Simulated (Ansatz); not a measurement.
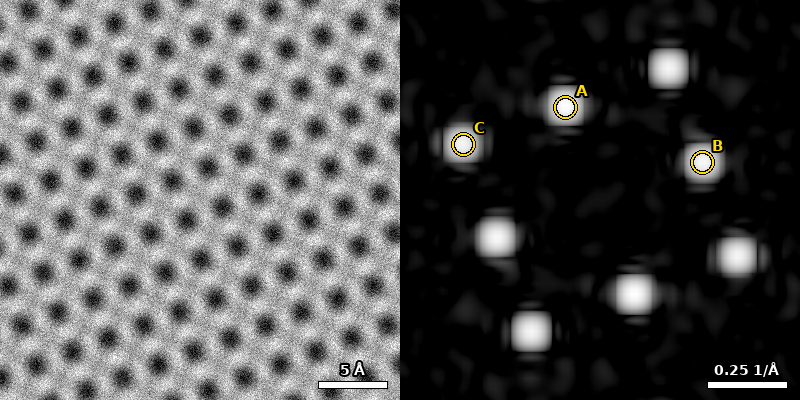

HRTEM-like image of a crystal. Simulated in the weak-phase-object approximation with neutral-atom potentials: 300 kV, Cs = 1.00 mm, defocus −532 Å (negative is underfocus), defocus spread 30 Å, aperture 0.51 1/Å. Shot noise was added.

The right panel is the modulus of the image's Fourier transform on a logarithmic scale.

Question: Which lattice spacings do the marked spots stand for, and what angle do A and B enclose?

Answer: A: 3.1 Å, B: 2.9 Å, C: 2.1 Å; A and B enclose about 90°.

The crystal is Tl (P6/mmm, No. 191) along [100]; the spots are (0 0 -1), (0 -1 0) and (0 1 -1). Structure used: the geometry relaxed with DFT PBEsol, scalar-relativistic, plane waves, PAW in Ansatz; the starting structure was generated, so it need not be a known form of this composition.
